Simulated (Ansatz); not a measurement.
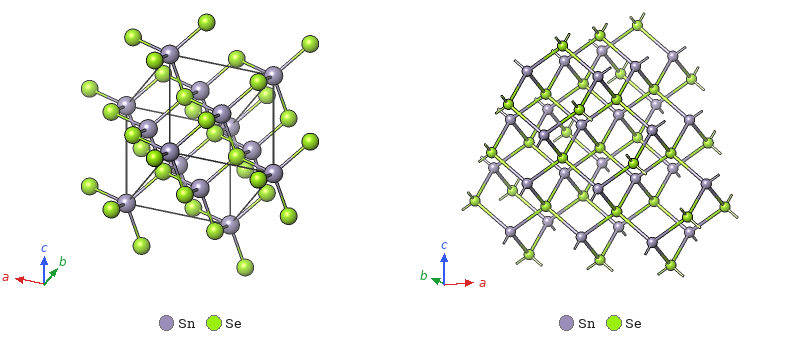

Left: the structure. Right: its underlying net. Nodes are coloured by element. Edges to nodes outside the piece are drawn as stubs.

The compound is SnSe (space group F-43m, No. 216), taken as the input geometry of an electronic-structure calculation (not necessarily at equilibrium); the starting structure was generated, so it need not be a known form of this composition.

Bonds are taken as Se–Sn below 3.3 Å; no other contact counts. The graph is simplified in the usual way: terminal and isolated atoms are pruned, two-connected atoms become edges.

The result is a uninodal 4-connected, three-periodic net: Sn and Se are 4-connected nodes. It is the dia net, known from diamond, zinc blende and cristobalite. It is a single net, without interpenetration.

```csv
node,links,point symbol,coordination sequence
Sn and Se,4,6⁶,4 12 24 42 64
```
